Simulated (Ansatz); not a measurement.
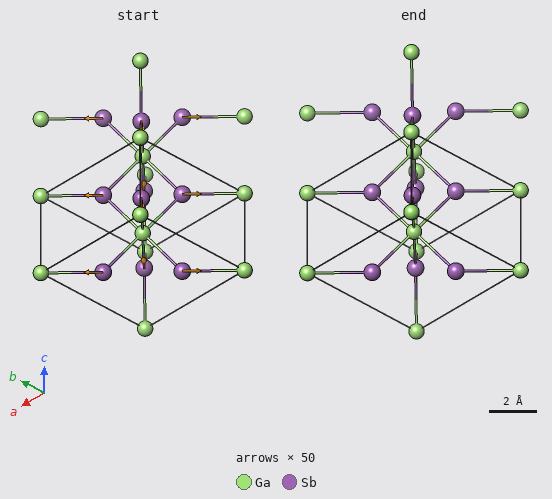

The structure of crystalline GaSb₂ (built on the rutile_136 type) (coarse preliminary run) before (left) and after (right) a relaxation, at one scale. The orange arrows give the displacements (the part carried along by the change of the cell is left out), magnified 50 times.

A ball-and-stick model of the cell of the calculation, repeated 1 × 1 × 2 with one cell outlined, seen from a free direction.

Case: rutile type (P4_2/mnm, No. 136).

Computed with Ansatz, DFT PBE, scalar-relativistic, plane waves, PAW.

The input:
```yaml
crystal:
  lattice:
    - [6.231428276, 0.0, 0.0]
    - [0.0, 6.231428276, 0.0]
    - [0.0, 0.0, 4.0136691922]
  atoms:
    - { symbol: Ga, position: [0.0, 0.0, 0.0] }
    - { symbol: Ga, position: [0.5, 0.5, 0.5] }
    - { symbol: Sb, position: [0.306, 0.306, 0.0] }
    - { symbol: Sb, position: [0.194, 0.806, 0.5] }
    - { symbol: Sb, position: [0.694, 0.694, 0.0] }
    - { symbol: Sb, position: [0.806, 0.194, 0.5] }
basis:
  ecutwfc: 420
kpoints:
  mp_grid: { grid: [4, 4, 4] }
hamiltonian:
  xc: pbe
scf:
  occupations: { method: gaussian, width: 0.1 }
  lower_state_search: "off"
output:
  forces: true
  stress: true
  eigenvalues: true
relax:
  adjacent_minimum: "off"
  f_tol: 0.04
  max_steps: 70
  cell: { stress_tol: 0.4 }
```

Run as
```bash
ansatz run input.yaml --threads 1 --pin off --max-ram 2560MiB --backend cpu --events-out ev --progress --plain --runs-dir out
```

Q: Describe what moved and what it gained.

A: Over 2 accepted moves (3 points after the start) the energy falls by 0.478 eV per cell of the calculation. Largest force component: 0.24 eV/Å at the start, 0.023 eV/Å at the end. Pressure: 8.04 GPa at the start and −0.10 GPa at the end. The SCF was repeated once at an unchanged geometry on a basis and grid sized afresh for the cell, which shifted the energy by 4.3 meV per cell of the calculation at most. The largest moves relative to the cell, 0.017 Å, are those of Sb3, Sb4, Sb5 and Sb6. Sb3 goes along [−1 −1 0]. Ga stays in place. Cell: a = b 6.231 → 6.522 Å (+4.7 %), c 4.014 → 4.171 Å (+3.9 %). Volume +13.8 %. Near-neighbour distances that change, for instance: Ga1–Sb4 2.636 → 2.759 Å, Ga1–Sb3 2.697 → 2.805 Å. The space group stays P4_2/mnm (No. 136). The run took 23 s on 1 thread of Intel(R) Xeon(R) 6975P-C (Granite Rapids) (shared host), peak memory 0.54 GiB.

Limits of the set-up: the k-point mesh is coarse for a cell with partly filled bands.
